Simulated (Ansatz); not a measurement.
## Ir: single-point calculation (part 2 of 2)

Continued. System: Ir (slab, 16 atoms in the cell). Method: DFT, PBE, plane waves, PAW, Ueff = 5 eV on Ir d, no spin polarisation (Ansatz 0.2.0); cutoff 420 eV, 6×6×1 k-mesh, Gaussian smearing of 0.1 eV. The structure derives from an entry of the Crystallography Open Database.

Geometry of the input (Å; fractional positions):
```
5.4739  0.0000  0.0000
-2.7370  4.7406  0.0000
0.0000  0.0000  23.7042
Ir 0.3333  0.1667  0.3586
Ir 0.3333  0.6667  0.3586
Ir 0.8333  0.1667  0.3586
Ir 0.8333  0.6667  0.3586
Ir 0.6667  0.3333  0.4529
Ir 0.6667  0.8333  0.4529
Ir 0.1667  0.3333  0.4529
Ir 0.1667  0.8333  0.4529
Ir -0.0000  0.5000  0.5456
Ir 0.0000  0.0000  0.5456
Ir 0.5000  0.5000  0.5456
Ir 0.5000  0.0000  0.5456
Ir 0.3333  0.6667  0.6381
Ir 0.3333  0.1667  0.6381
Ir 0.8333  0.6667  0.6381
Ir 0.8333  0.1667  0.6381
```

## The program's output, continued
```
Mixer restart at iter 44: flushing history
SCF iter  45: F=-190959.184982 eV  HF=-190959.185876 eV  |F-HF|=8.94e-4  |Δ(HF+E_count)|=   1.04e-5  Δρ=6.66e-5  dr2=6.16e-4  ethr=2.83e-11  p=0.000 e·Å  D=5.39e-5 V/Å  ΔV_dip=-0.00 eV  dr2_dipole=2.84e-4  V_vac-E_F(+/−)=5.18/5.18 eV  ⟨swp⟩=3.7  Hψ=2402  notcnv=0  κ⁻¹=1.0e0(r=1)
SCF iter  46: F=-190959.185866 eV  HF=-190959.185867 eV  |F-HF|=8.16e-7  |Δ(HF+E_count)|=   9.20e-6  Δρ=4.20e-6  dr2=8.31e-7  ethr=2.83e-11  p=0.001 e·Å  D=1.87e-4 V/Å  ΔV_dip=-0.00 eV  dr2_dipole=3.70e-9  V_vac-E_F(+/−)=5.18/5.19 eV  ⟨swp⟩=3.0  Hψ=2361  notcnv=0  κ⁻¹=2.6e-4(r=2)
SCF iter  47: F=-190959.185866 eV  HF=-190959.185867 eV  |F-HF|=2.16e-7  |Δ(HF+E_count)|=   2.82e-8  Δρ=2.22e-6  dr2=2.21e-7  ethr=2.83e-11  p=0.001 e·Å  D=1.88e-4 V/Å  ΔV_dip=-0.00 eV  dr2_dipole=1.63e-9  V_vac-E_F(+/−)=5.18/5.19 eV  ⟨swp⟩=2.0  Hψ=1532  notcnv=0  κ⁻¹=1.3e-5(r=3)
SCF iter  48: F=-190959.185866 eV  HF=-190959.185867 eV  |F-HF|=2.39e-7  |Δ(HF+E_count)|=   6.64e-9  Δρ=3.04e-6  dr2=2.44e-7  ethr=2.83e-11  p=0.001 e·Å  D=1.91e-4 V/Å  ΔV_dip=-0.00 eV  dr2_dipole=3.54e-9  V_vac-E_F(+/−)=5.18/5.19 eV  ⟨swp⟩=3.0  Hψ=1567  notcnv=0  κ⁻¹=5.3e-6(r=4)
SCF iter  49: F=-190959.185867 eV  HF=-190959.185867 eV  |F-HF|=8.61e-9  |Δ(HF+E_count)|=   1.59e-8  Δρ=5.42e-7  dr2=8.96e-9  ethr=2.83e-11  p=0.001 e·Å  D=1.85e-4 V/Å  ΔV_dip=-0.00 eV  dr2_dipole=1.28e-9  V_vac-E_F(+/−)=5.18/5.19 eV  ⟨swp⟩=8.9  Hψ=4338  notcnv=0
SCF 1 converged in 49 iterations: F = -190959.185867 eV  dr2 = 8.96e-9
  greatest PAW one-centre occupation: 1.000 electrons in one spin orbital (limit 2), on the Ir atom at site 11 (counted from 0), in its partial waves of l = 0
SCF converged after 49 iterations
Stability not checked: this state was not tested for a lower state beside it, because the mixer in use, unlike msr1, does not test its closes by its own steps (another_mixer; see scf.mixing.algorithm and scf.lower_state_search)
an eigenvalue changed by more than its tolerance at an iteration that met the thresholds in force, so the SCF went on 2 times, its first undamped step at iteration 44: the last check found none over its tolerance
Free energy (F): -190959.185867 eV
Harris-Foulkes:  -190959.185867 eV  (|F-HF|=8.61e-9)
Internal energy: -190959.134852 eV  (E = F + TS)
E sigma→0 (E₀):  -190959.160360 eV
Entropy (-TS):   -0.051014 eV (-3.188 meV/atom)
Fermi energy:    6.150311 eV
Dipole field:    D = 0.000213 V/Å  (p = 0.000723 e·Å, saw-weighted, corrected)
Work function:   Φ+ = 5.1809 eV   Φ− = 5.1860 eV
Levels:          The Fermi level and band energies are counted from a zero that moves with the ramp; work functions are not
--- Per-component energies (eV) ---
  E_band       = -6537.016773
  E_kinetic    = 9939.400368
  E_local      = -428416.261542  (includes V_loc(G=0)·N_el)
  E_nonlocal   = 1167.617388
  E_hartree    = 209634.603677
  E_xc         = -4271.766787
  E_vxc        = -4779.711490  (∫ρ·V_xc dr)
  E_hubbard    = -3.584730  (on-site DFT+U / exact-exchange correction)
  E_vhub       = -7.169409  (the Hubbard potential's part of the band-sum identity)
  E_paw        = -147574.377172  (= ΣΔE_a)
  E_vpaw       = -3710.083953  (= ΣTr[D̂ρ^β])
  E_aug_tail   = 0.000882  (compensation charges beyond the density's cutoff)
  E_efield     = 0.000000  (sawtooth field / dipole correction)
  E_vefield    = -0.000606  (∫n·V_field dr)
  E_ewald      = 168565.233064
  E_smearing   = -0.051014  (= −TS)
  E_closure    = -0.000000  (closes the sum)
  Σ components = -190959.185867   (vs F -190959.185867, Δ=0.00e0)
DFT+U double counting: amf (around mean field; hamiltonian.hubbard.double_counting)
--- Forces (eV/Å), atoms counted from 1 ---
  atom   1  Ir     0.00000000    -0.00000000     0.14031067
  atom   2  Ir     0.00000000    -0.00000000     0.14031067
  atom   3  Ir     0.00000000    -0.00000000     0.14031067
  atom   4  Ir     0.00000000    -0.00000000     0.14031067
  atom   5  Ir     0.00000000    -0.00000000    -0.02252448
  atom   6  Ir    -0.00000000    -0.00000000    -0.02252448
  atom   7  Ir     0.00000000    -0.00000000    -0.02252448
  atom   8  Ir     0.00000000    -0.00000000    -0.02252448
  atom   9  Ir     0.00000000     0.00000000    -0.39825006
  atom  10  Ir     0.00000000     0.00000000    -0.39825006
  atom  11  Ir     0.00000000    -0.00000000    -0.39825006
  atom  12  Ir     0.00000000    -0.00000000    -0.39825006
  atom  13  Ir    -0.00000000     0.00000000     0.28045496
  atom  14  Ir     0.00000000     0.00000000     0.28045496
  atom  15  Ir     0.00000000     0.00000000     0.28045496
  atom  16  Ir     0.00000000     0.00000000     0.28045496
  max |Σ_I F_I| component: 3.56e-5 eV/Å
--- Band table (eV; the first three rows and the last of 7) ---
  k-point 0: bands = ["-86.6291", "-86.5855", "-86.5855", "-86.5855", "-86.5664", "-86.5337", "-86.5337", "-86.5337", "-86.0427", "-86.0041", "-86.0041", "-86.0041", "-85.9753", "-85.9367", "-85.9367", "-85.9367", "-43.7972", "-43.7972", "-43.7972", "-43.7820", "-43.7498", "-43.7498", "-43.7498", "-43.5173", "-43.5173", "-43.5173", "-43.4107", "-43.4107", "-43.4107", "-43.3997", "-43.3560", "-43.3560", "-43.3560", "-43.2480", "-43.2480", "-43.2480", "-43.2034", "-43.2034", "-43.1871", "-43.1871",
      "-43.1871", "-43.1276", "-43.1276", "-43.1276", "-43.1258", "-43.1258", "-42.8151", "-42.8151", "-42.8151", "-42.7645", "-42.7467", "-42.7467", "-42.7467", "-42.7246", "-42.7246", "-42.7246", "-42.6978", "-42.6839", "-42.6839", "-42.6556", "-42.6556", "-42.6556", "-42.6148", "-42.6148", "-4.0938", "-2.5836", "-1.5638", "-1.5638", "-1.5638", "-1.2490", "-1.1625", "-1.0097", "-1.0097", "-1.0097", "-0.2433", "-0.2433", "-0.2433", "-0.2158", "-0.2158", "-0.2158",
      "0.2802", "0.2802", "0.2802", "0.8013", "0.8013", "0.8013", "1.6184", "1.6184", "1.6184", "2.1570", "2.1570", "2.1570", "2.2807", "2.2807", "2.5742", "2.5742", "2.5742", "2.6324", "2.8452", "2.8452", "2.8839", "3.4007", "3.4007", "3.6549", "3.6860", "3.6860", "3.6860", "3.7099", "3.7099", "3.7650", "3.7650", "3.7650", "4.2284", "4.2284", "4.2284", "4.7149", "4.7149", "5.0139", "5.0139", "5.2547",
      "5.2547", "5.2547", "5.5621", "5.9483", "5.9483", "6.0002", "6.0002", "6.0002", "6.3657", "6.3657", "6.3657", "6.4258", "6.4461", "6.4461", "6.4461", "6.9674", "6.9674", "7.1150", "7.1150", "7.1150", "7.5680", "7.5680", "7.5680", "7.5943", "7.5943", "7.5943", "8.0425", "8.0425", "8.0425", "8.1432", "8.1432", "8.1432", "8.8949", "8.8949", "8.8949", "9.5313", "9.5313", "9.5313", "9.9623", "9.9623",
      "9.9623", "11.0859", "11.1706", "12.1455"]
  k-point 1: bands = ["-86.6262", "-86.5886", "-86.5855", "-86.5855", "-86.5643", "-86.5359", "-86.5336", "-86.5336", "-86.0404", "-86.0070", "-86.0043", "-86.0043", "-85.9730", "-85.9396", "-85.9369", "-85.9369", "-43.7774", "-43.7774", "-43.7711", "-43.7628", "-43.7327", "-43.7327", "-43.7253", "-43.5213", "-43.5138", "-43.5138", "-43.4215", "-43.4215", "-43.4056", "-43.3972", "-43.3607", "-43.3607", "-43.3461", "-43.2711", "-43.2711", "-43.2397", "-43.2348", "-43.2139", "-43.1702", "-43.1702",
      "-43.1648", "-43.1582", "-43.1339", "-43.1103", "-43.1103", "-43.0965", "-42.8350", "-42.8350", "-42.8064", "-42.7667", "-42.7667", "-42.7608", "-42.7379", "-42.7268", "-42.7240", "-42.7240", "-42.7201", "-42.6949", "-42.6928", "-42.6583", "-42.6552", "-42.6552", "-42.6510", "-42.6237", "-3.8330", "-2.3330", "-1.4540", "-1.3729", "-1.3729", "-1.0309", "-0.9938", "-0.9082", "-0.8196", "-0.8196", "-0.2098", "-0.1117", "-0.1117", "-0.0728", "-0.0396", "-0.0396",
      "0.3657", "0.5078", "0.5078", "0.9185", "0.9452", "0.9452", "1.5145", "1.5145", "1.6944", "2.0498", "2.2629", "2.2629", "2.2769", "2.4267", "2.4741", "2.5071", "2.5674", "2.5674", "2.6517", "2.9117", "3.0325", "3.3016", "3.3486", "3.3631", "3.3631", "3.4605", "3.5100", "3.5490", "3.5490", "3.6916", "3.8029", "3.9092", "3.9671", "4.1139", "4.1139", "4.4606", "4.6119", "4.7504", "5.0236", "5.0236",
      "5.0430", "5.1056", "5.2116", "5.5791", "5.5825", "5.5825", "5.6834", "5.6834", "5.7168", "5.8797", "5.9562", "6.1112", "6.1112", "6.2230", "6.7758", "6.7950", "6.7950", "6.9216", "6.9364", "6.9925", "7.1244", "7.1244", "7.2915", "7.3281", "7.3281", "7.5377", "7.6510", "7.7156", "7.7156", "7.8152", "8.2092", "8.3742", "8.5178", "8.5178", "9.3153", "9.3153", "9.7549", "9.7549", "10.8493", "11.0912",
      "11.0912", "11.2897", "11.3508", "12.3476"]
  k-point 2: bands = ["-86.6185", "-86.5968", "-86.5856", "-86.5856", "-86.5584", "-86.5421", "-86.5334", "-86.5334", "-86.0338", "-86.0147", "-86.0047", "-86.0047", "-85.9664", "-85.9473", "-85.9373", "-85.9373", "-43.7417", "-43.7292", "-43.7292", "-43.6961", "-43.6927", "-43.6927", "-43.6600", "-43.5188", "-43.5188", "-43.5014", "-43.4434", "-43.4434", "-43.4400", "-43.3686", "-43.3673", "-43.3673", "-43.3210", "-43.3210", "-43.3187", "-43.3072", "-43.2627", "-43.2425", "-43.2172", "-43.1560",
      "-43.1295", "-43.1295", "-43.0734", "-43.0676", "-43.0676", "-43.0086", "-42.8829", "-42.8829", "-42.8195", "-42.8150", "-42.8150", "-42.7825", "-42.7530", "-42.7480", "-42.7326", "-42.7230", "-42.7230", "-42.7169", "-42.7139", "-42.6860", "-42.6656", "-42.6545", "-42.6545", "-42.6479", "-3.1113", "-1.6810", "-1.4250", "-1.0468", "-0.8700", "-0.8700", "-0.3955", "-0.3474", "-0.3474", "-0.2301", "-0.1393", "0.1016", "0.1016", "0.2861", "0.4188", "0.4188",
      "0.5973", "1.0686", "1.0686", "1.2222", "1.2441", "1.2441", "1.4152", "1.4152", "1.5330", "1.8425", "1.8948", "2.1125", "2.3461", "2.3461", "2.5219", "2.5977", "2.5977", "2.6243", "2.7716", "2.8129", "2.8129", "2.8697", "2.9788", "2.9997", "3.1514", "3.1514", "3.2750", "3.2901", "3.4082", "3.5162", "3.7123", "3.7434", "3.7434", "3.8125", "3.8670", "4.1949", "4.1949", "4.2010", "4.3257", "4.4043",
      "4.4435", "4.4916", "4.4916", "4.7668", "4.8470", "4.8470", "4.9185", "5.0636", "5.0832", "5.3287", "5.3287", "5.7952", "5.8198", "5.9693", "5.9955", "5.9955", "6.0355", "6.0568", "6.3471", "6.5466", "6.7382", "6.7657", "6.7657", "7.0572", "7.1968", "7.1968", "7.3461", "7.6637", "7.6800", "7.6800", "8.0806", "9.0696", "9.0696", "9.5949", "9.5949", "9.7615", "10.0697", "10.4485", "10.4485", "11.8653",
      "11.9061", "12.1756", "12.1756", "12.4175"]
  k-point 6: bands = ["-86.6023", "-86.6023", "-86.6023", "-86.5798", "-86.5462", "-86.5462", "-86.5462", "-86.5286", "-86.0197", "-86.0197", "-86.0197", "-86.0001", "-85.9524", "-85.9524", "-85.9524", "-85.9327", "-43.6893", "-43.6893", "-43.6893", "-43.6471", "-43.6382", "-43.6315", "-43.5680", "-43.5680", "-43.5680", "-43.4971", "-43.4629", "-43.4629", "-43.4629", "-43.4171", "-43.3877", "-43.3448", "-43.3448", "-43.3448", "-43.3083", "-43.3083", "-43.3083", "-43.2362", "-43.2362", "-43.2362",
      "-43.0605", "-43.0381", "-42.9924", "-42.9875", "-42.9875", "-42.9875", "-42.9755", "-42.9214", "-42.9214", "-42.9214", "-42.7921", "-42.7921", "-42.7921", "-42.7359", "-42.7359", "-42.7359", "-42.7231", "-42.7231", "-42.7231", "-42.7178", "-42.6702", "-42.6702", "-42.6702", "-42.6486", "-1.5597", "-1.5597", "-1.5597", "-0.5717", "-0.5717", "-0.5717", "0.0336", "0.0867", "0.0867", "0.0867", "0.1717", "0.2761", "0.7940", "0.7940", "0.7940", "0.8165",
      "0.8347", "1.2371", "1.2371", "1.2371", "1.5253", "1.5253", "1.5253", "1.5418", "1.6237", "1.6237", "1.6237", "1.8641", "2.0556", "2.0556", "2.0556", "2.3692", "2.3692", "2.3692", "2.4699", "2.4699", "2.4699", "2.5191", "2.5215", "2.6998", "2.6998", "2.6998", "3.1190", "3.1997", "3.2774", "3.2774", "3.2774", "3.4466", "3.4466", "3.4466", "3.5117", "3.5633", "4.0640", "4.1057", "4.1057", "4.1057",
      "4.4483", "4.4483", "4.4483", "4.5011", "4.5389", "4.5389", "4.5389", "4.5454", "5.0925", "5.0925", "5.0925", "5.9554", "5.9554", "5.9554", "6.0384", "6.0384", "6.0384", "6.3936", "6.3936", "6.3936", "6.5536", "6.5939", "6.5939", "6.5939", "6.8890", "6.8895", "6.9972", "7.0232", "7.0232", "7.0232", "7.6902", "7.6902", "7.6902", "9.7520", "9.7520", "9.7520", "11.6919", "11.8139", "11.8186", "11.9913",
      "11.9913", "11.9913", "12.5544", "13.1249"]
Occupation matrices written to [file]
```

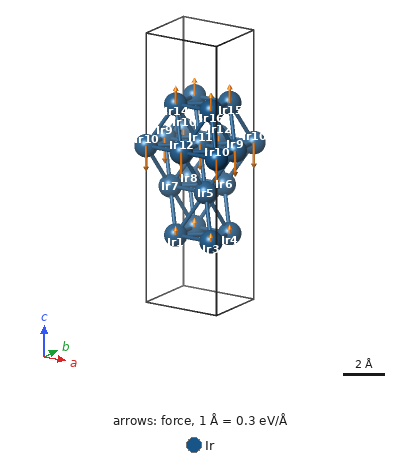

Figure 1. Forces on the atoms as orange arrows (ball-and-stick view of the cell of the calculation, with the vacuum cut short, seen slightly off an axis; atoms are numbered from 1 in the order of the input); the smallest are left out. The largest act on Ir9, Ir10, Ir11, Ir12 (0.40 eV/Å); Ir13, Ir14, Ir15, Ir16 (0.28 eV/Å); Ir1, Ir2, Ir3, Ir4 (0.14 eV/Å). The geometry is not a stationary point of this energy.

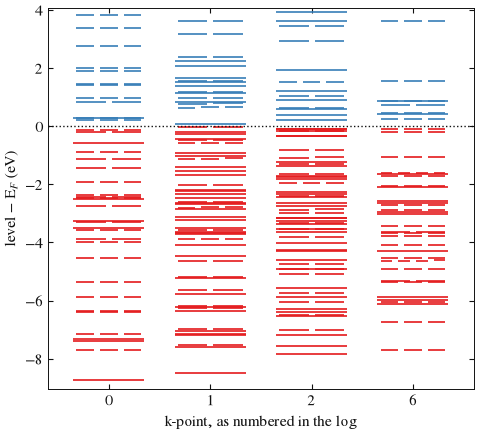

Figure 2. Kohn–Sham levels near the Fermi level (dotted) at the few k-points that the log prints; levels within 0.02 eV of each other stand side by side. The system is metallic on the full mesh.

## Key numbers

- outcome: converged
- electrons treated: 272
- free energy: −190959.1859 eV
- Fermi energy: 6.150 eV
- gap on the k-point mesh: none (metallic)
- largest force (length of the vector): 0.398 eV/Å
- hardware: 4 threads of Intel Xeon @ 2.50GHz (Skylake/Cascade Lake), 64 GiB of memory available, shared host
- wall time: 61 s (CPU time 4 min)
- peak memory: 2.4 GiB

## Notes

Settings chosen away from the usual ones: scf.mixing.preconditioner set to kerker_dos; scf.algorithm set to density_mixing; hamiltonian.hubbard set to {"sites": [{"species": "Ir", "l": "d", "u_eff": 5.0}], "double_counting": "amf"}. Spin–orbit coupling is left out, which matters for Ir.
